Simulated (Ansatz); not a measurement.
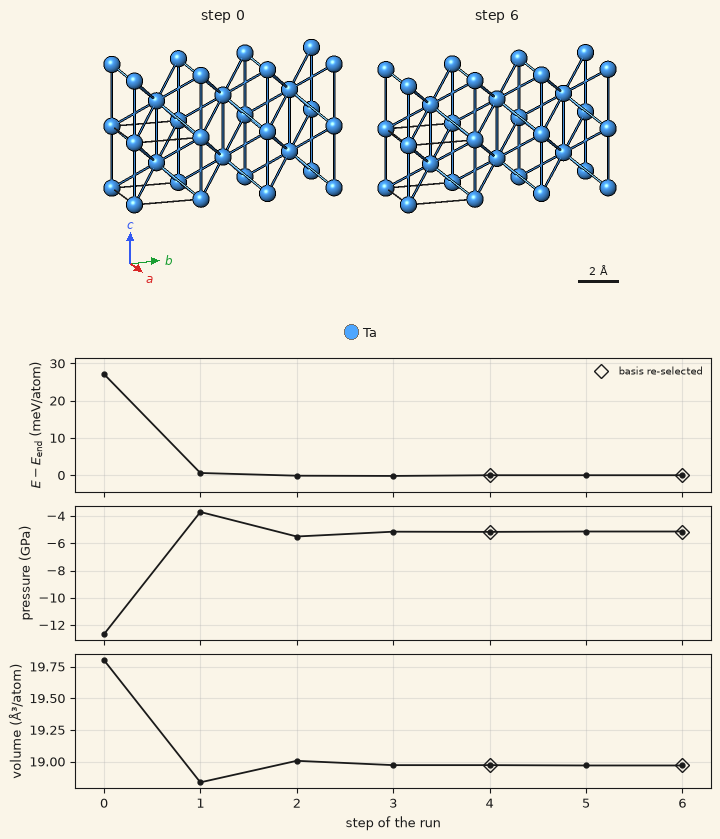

First and last geometry of a relaxation of a crystal of Ta (set up in I4/mmm), with the history of the run. A ball-and-stick model of the cell of the calculation, repeated 1 × 3 × 2 with one cell outlined, seen slightly off an axis.

Case: biaxial strain in the a-b plane of +6.0 %; c and atoms relaxed.

The calculation used Ansatz 0.2.0, DFT PBE, scalar-relativistic, plane waves, PAW.

The input:
```yaml
crystal:
  lattice:
    - [3.5182061334, 0.0, 0.0]
    - [0.0, 3.5182061334, 0.0]
    - [0.0, 0.0, 3.199576144]
  atoms:
    - { symbol: Ta, position: [0.0, 0.0, 0.0] }
    - { symbol: Ta, position: [0.5, 0.5, 0.5] }
basis:
  ecutwfc: 420
kpoints:
  mp_grid: { grid: [16, 16, 16] }
hamiltonian:
  xc: pbe
scf:
  occupations: { method: gaussian, width: 0.1 }
output:
  forces: true
  stress: true
  eigenvalues: true
  write_density: true
  write_potential: true
  elf: true
  volumetric_format: npy
relax:
  adjacent_minimum: "off"
  f_tol: 0.008
  max_steps: 40
  cell: { stress_tol: 0.015, fix: [a, b, gamma] }
```

Run as
```bash
ansatz run input.yaml --threads 1 --pin off --max-ram 2560MiB --backend cpu --events-out ev --progress --plain --runs-dir out
```

### Did the run converge, and what did it change?

It converged. The atoms keep their places relative to the cell (all moves are under 0.005 Å). The volume changes by −4.2 %, with a = b unchanged at 3.518 Å, c 3.200 → 3.065 Å (−4.2 %). Among the contacts that change: Ta1–Ta1 3.200 → 3.065 Å, Ta1–Ta2 2.958 → 2.922 Å. The space group stays I4/mmm (No. 139). The energy falls by 27.2 meV per atom in 4 accepted moves (6 points after the start). All forces vanish by symmetry, so only the cell relaxes. The pressure goes from −12.68 to −5.14 GPa. At 2 points the geometry stayed and the basis and grid were re-selected for the new cell (energy shift of 0.2 meV per atom at most each time).

| step | E − E(0), meV/atom | pressure, GPa | volume, Å³/atom | note |
| --- | --- | --- | --- | --- |
| 0 | 0.00 | -12.68 | 19.802 |  |
| 1 | -26.56 | -3.71 | 18.836 |  |
| 2 | -27.29 | -5.51 | 19.007 |  |
| 3 | -27.35 | -5.15 | 18.972 |  |
| 4 | -27.16 | -5.17 | 18.972 | same geometry, new basis |
| 5 | -27.16 | -5.14 | 18.970 |  |
| 6 | -27.16 | -5.14 | 18.970 | same geometry, new basis |
